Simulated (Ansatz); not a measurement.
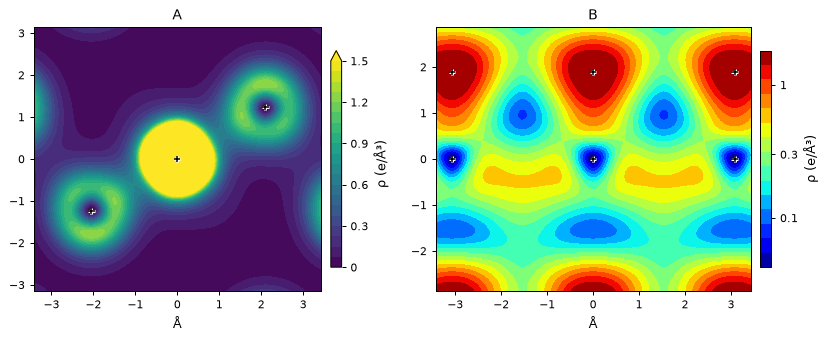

The valence electron density of 2 systems, each on a plane through atoms (crosses mark nuclei in the plane).

Level of theory: DFT r2SCAN, scalar-relativistic, plane waves, PAW in Ansatz.

System 1: SiC, the (010) plane of the conventional cell. Space group P6₃mc; started from the SiC prototype.

```
Si C
1.0
     3.07553    0.00000    0.00000
    -1.53776    2.66349    0.00000
     0.00000    0.00000    5.04739
Si C
2 2
Direct
  0.33333 0.66667 0.00457
  0.66667 0.33333 0.50457
  0.33333 0.66667 0.38043
  0.66667 0.33333 0.88043
```

System 2: PtS₂, the (010) plane of the conventional cell. Space group Cm; started from the PtS2 prototype; changed on purpose from its base cell (atom 2 (S) moved 0.05 A along y); not relaxed (largest force 0.5 eV/Å).

```
CELL_PARAMETERS angstrom
0.00000 6.14503 0.00000
-3.54783 0.00000 0.00000
0.00000 0.00000 5.59569
ATOMIC_POSITIONS crystal
Pt 0.00000 0.00000 0.00000
Pt 0.50000 0.50000 0.00000
S 0.34147 0.00000 0.22042
S 0.84147 0.50000 0.22042
S 0.16667 0.50000 0.77958
S 0.66667 0.00000 0.77958
```

### Match each panel to its system.

Panel A is system 2, PtS₂: the plane holds Pt and S. Pt–S (2.39 Å): the density is about 0.67 e/Å³ at the midpoint. Panel B is system 1, SiC: the plane holds Si and C. Si–C (1.90 Å): the density is about 0.88 e/Å³ at the midpoint.
